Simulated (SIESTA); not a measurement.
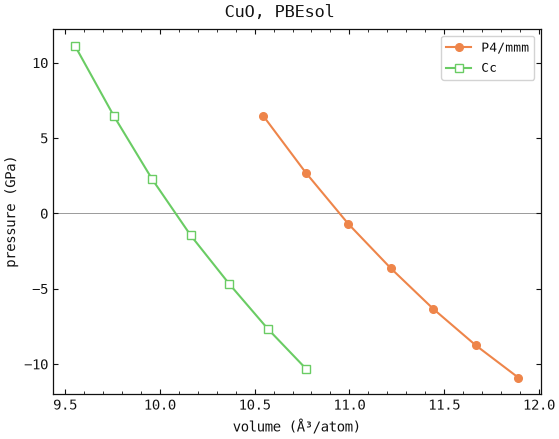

The plot gives the computed pressure against volume, with one curve for each structure, for CuO.

Calculation (SIESTA 5.4.2): DFT in numerical atomic orbitals with pseudopotentials, no spin polarisation; energies at scaled volumes of the given cell, shape and fractions fixed, counted from the fit's minimum, third-order Birch-Murnaghan fit. Level: PBEsol.

- occupations: Fermi–Dirac
- smearing width: 0.05 eV
- potentials: PseudoDojo 0.4 standard, converted to PSML, two zetas on semicore shells

Settings that differ: P4/mmm: k mesh 7×7×7; Cc: k mesh 10×10×5.

Order the curves by fitted equilibrium volume, smallest first.

Answer. Cc 10.081, P4/mmm 10.948 Å³/atom.

Order the curves by fitted bulk modulus, smallest first.

Answer. P4/mmm 158.4, Cc 181.8 GPa.

Note: mulliken charges of long orbitals; short basis over semicore shells; shape and atomic fractions are frozen while scaling, which makes layered, chain and framework solids too stiff.
